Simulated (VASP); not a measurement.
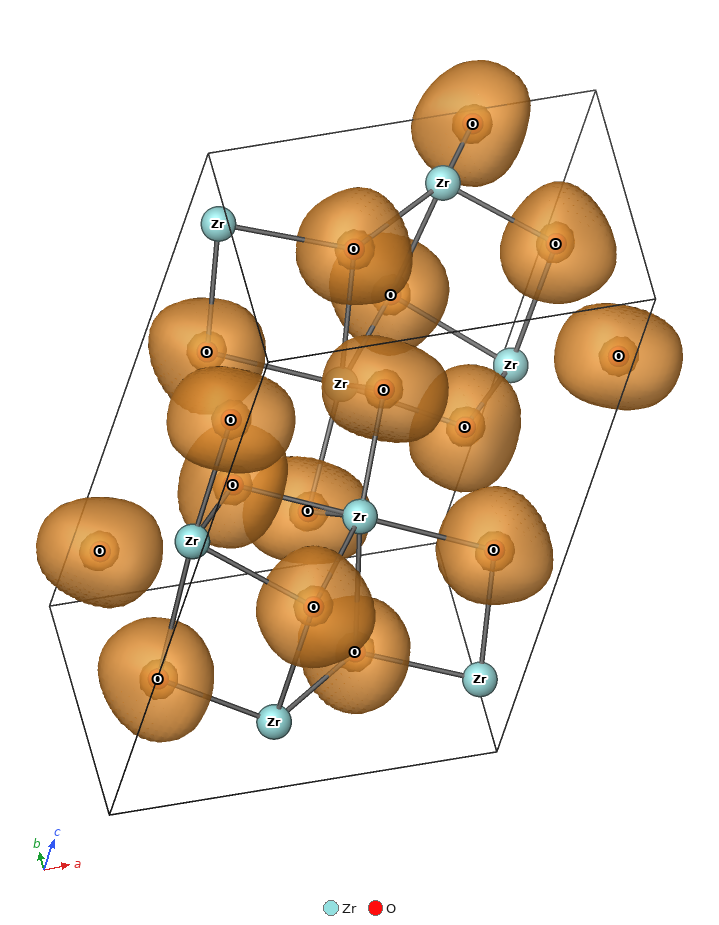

*Zr$_{8}$O$_{15}$ (cell charge +2, with a compensating background) (cell with a defect). Isosurface of the ELF at 0.65 (orange), seen at an oblique angle. Core shells and regions of very low density are left out. Sticks mark near contacts.*

Theory: Kohn-Sham DFT of a periodic cell, PBE, VASP PAW PBE potentials, recommended (VASP).

Q: Identify the bonds, lone pairs and shells in this picture.

A: The surface consists of 15 regions wrapped around O (the valence shell of each), counted in one cell of 23 atoms. Any copies at cell faces, edges or corners count once. Profiles from the grid: Zr–O (2.03 Å): the ELF peaks at about 0.85 in the valence shell of O, 0.6 Å from its nucleus, and drops to about 0.20 between the two atoms: no localised pair shows between them. Zr–O (2.07 Å): the ELF peaks at about 0.85 in the valence shell of O, 0.6 Å from its nucleus, and drops to about 0.20 between the two atoms (no shared electron pair shows on this line).

Q: Metal or insulator at this level of theory?

A: It is gapped, with a Kohn–Sham gap of 3.1 eV on the k-point mesh (the band edges may lie off the mesh, which would make the gap smaller).
